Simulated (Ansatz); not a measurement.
The structure in question:

```cif
data_structure
_symmetry_space_group_name_H-M 'I 4/m m m'
_symmetry_Int_Tables_number 139
_cell_length_a 3.0719
_cell_length_b 3.0719
_cell_length_c 14.2769
_cell_angle_alpha 90.000
_cell_angle_beta 90.000
_cell_angle_gamma 90.000
_cell_volume 134.73
loop_
_atom_site_label
_atom_site_type_symbol
_atom_site_symmetry_multiplicity
_atom_site_Wyckoff_symbol
_atom_site_fract_x
_atom_site_fract_y
_atom_site_fract_z
_atom_site_occupancy
Al1 Al 2 a 0.00000 0.00000 0.00000 1
Al2 Al 4 e 0.50000 0.50000 0.30619 1
Ru1 Ru 4 e 0.50000 0.50000 0.10545 1
```

> Work out the structure from the coordinates.

Composition: Al3Ru2. It is body-centred tetragonal, space group I4/mmm (No. 139). With Z = 2, the cell contains 6 Al, 4 Ru. The numbers of neighbours within bonding distance are Al 9 to 10 (mean 9.3) and Ru 8. Not all metal-metal contacts are counted.

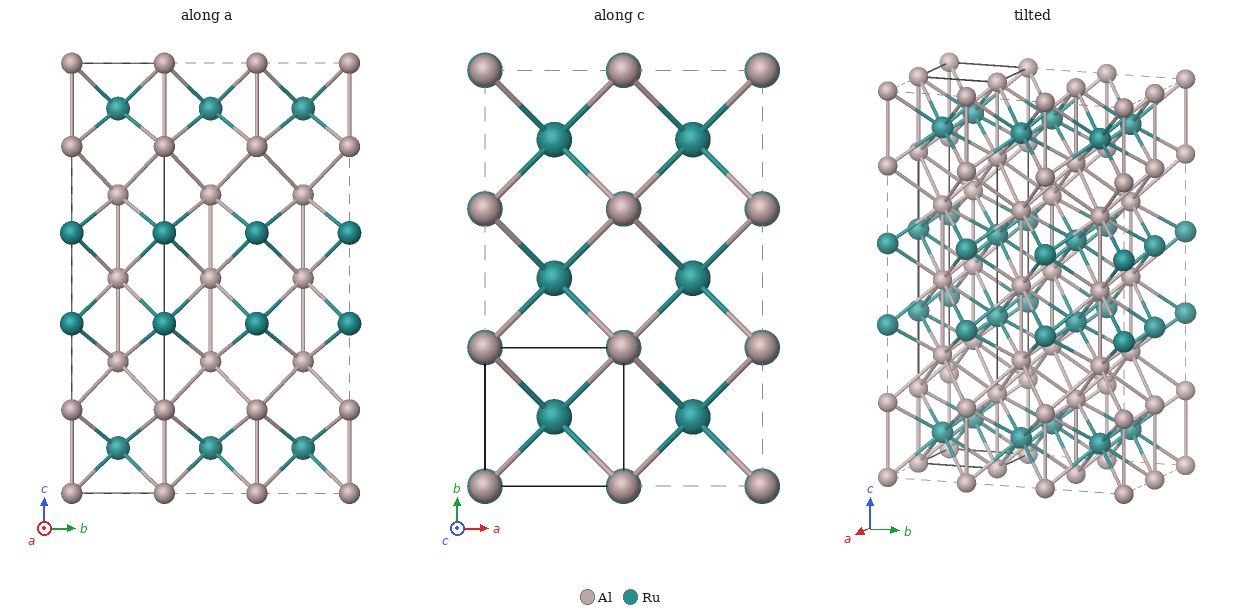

We look at a ball-and-stick model of the crystal along the a axis, along the c axis and slightly off an axis. The solid box is one conventional unit cell, and 2×3×1 cells are shown.

Its origin is a structure listed in the Materials Project. Earlier steps of the study may have refined or changed the cell and positions. A calculation with Ansatz used it as input.
